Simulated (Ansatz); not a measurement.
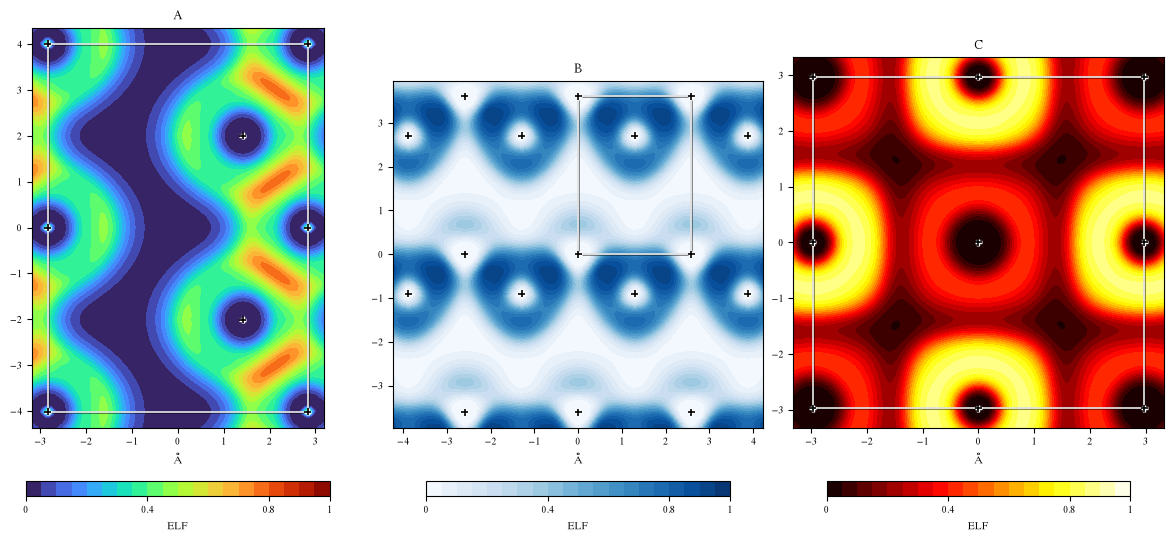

The electron localisation function of 3 systems, each on a plane through atoms (crosses mark nuclei in the plane).

Method: DFT, PBE, plane waves, PAW (Ansatz 0.2.0).

System 1: PbS, the (010) plane of the standardised cell. Space group I4/mmm; started from the measured structure prototype, which need not be the ambient phase; changed on purpose from its base cell (uniaxial y strain +0.5%).

System 2: BN, the (100) plane of the conventional cell. Space group Imm2; started from the measured structure prototype, which need not be the ambient phase; changed on purpose from its base cell (shear xy strain +2.6%); computed pressure about 5 GPa in this cell.

```cif
data_structure
_symmetry_space_group_name_H-M 'P 1'
_symmetry_Int_Tables_number 1
_cell_length_a 2.5190
_cell_length_b 2.5858
_cell_length_c 3.6096
_cell_angle_alpha 90.000
_cell_angle_beta 90.000
_cell_angle_gamma 90.000
_cell_volume 23.51
loop_
_atom_site_label
_atom_site_type_symbol
_atom_site_fract_x
_atom_site_fract_y
_atom_site_fract_z
_atom_site_occupancy
B1 B 0.00000 0.00000 0.99988 1
B2 B 0.50000 0.50000 0.49988 1
N1 N 0.00000 0.50000 0.75012 1
N2 N 0.50000 0.00000 0.25012 1
```

System 3: Ge, the (011) plane of the conventional cell. Space group Fd-3m; started from the diamond prototype, which need not be the ambient phase; computed pressure about 3 GPa in this cell.

> Which map belongs to which system?

Panel A is system 3, Ge: the plane holds Ge. Ge–Ge (2.46 Å): the ELF peaks at about 0.75 between the atoms, as expected for localised, covalent bonding. Panel B is system 2, BN: the plane holds B and N. B–N (1.58 Å): the ELF peaks at about 0.95 between the atoms (a shared but strongly polarised pair). Panel C is system 1, PbS: the plane holds Pb and S. Pb–S (2.97 Å): the ELF peaks at about 0.85 in the valence shell of S, 0.8 Å from its nucleus, and drops to about 0.20 between the two atoms.
